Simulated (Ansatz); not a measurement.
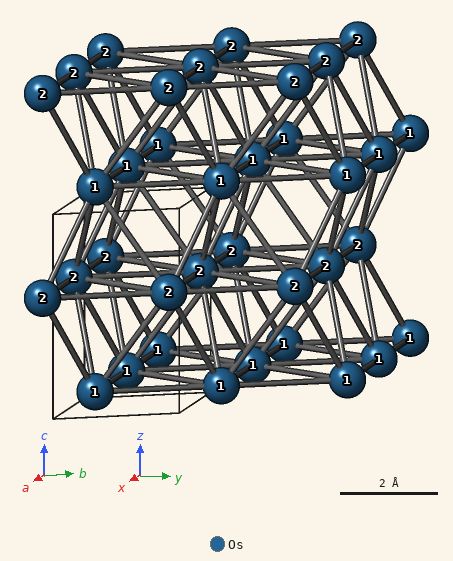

Solid Os (P6_3/mmc): the cell is strained equally along x and y and separately along z, with the atoms kept at their fractional coordinates. x, y and z are the Cartesian axes of the input. The picture shows the reference cell. The picture is a ball-and-stick view of the cell of the calculation, repeated 3 × 3 × 2 with one cell outlined, seen slightly off an axis.

Level of theory: DFT PBEsol, scalar-relativistic, plane waves, PAW in Ansatz 0.2.0. Set-up: plane-wave cutoff 420 eV; k-point mesh 18 × 18 × 12; occupations gaussian; smearing width 0.15 eV; no spin polarisation. Energies (free energies at the smearing named) are counted from the cell as listed in its source, which wasn't relaxed.

```xyz
2
Lattice="2.7341 0.0000 0.0000 -1.3670 2.3678 0.0000 0.0000 0.0000 4.3197" Properties=species:S:1:pos:R:3 pbc="T T T"
Os    0.0000    1.5785    1.0799
Os    1.3670    0.7893    3.2398
```

Q: Give the energy at each point on a grid with rows −0.080, −0.040, 0.000, 0.040, 0.080 and columns −0.080, −0.040, 0.000, 0.040, 0.080 (strain along x and y; strain along z).

A: Rows: strain along x and y; columns: strain along z; values in meV/atom.

```csv
,−0.080,−0.040,0.000,0.040,0.080
−0.080,1386,942,714,647,690
−0.040,602,280,143,148,252
0.000,270,56,0,64,216
0.040,243,125,140,257,446
0.080,416,383,462,623,845
```

In pairs of (strain along x and y; strain along z): the lowest computed point lies at (0.000, 0.000) (0 meV/atom), the highest at (−0.080, −0.080) (1386 meV/atom). The valley is tilted: raising the in-plane strain is made harder by raising the strain along z (cross term 0.35 of the geometric mean of the two curvatures). Over the ranges scanned the energy rises more along the first axis, the in-plane strain. The pressure runs from −57.5 GPa at (0.080, 0.080) to 185.3 GPa at (−0.080, −0.080).
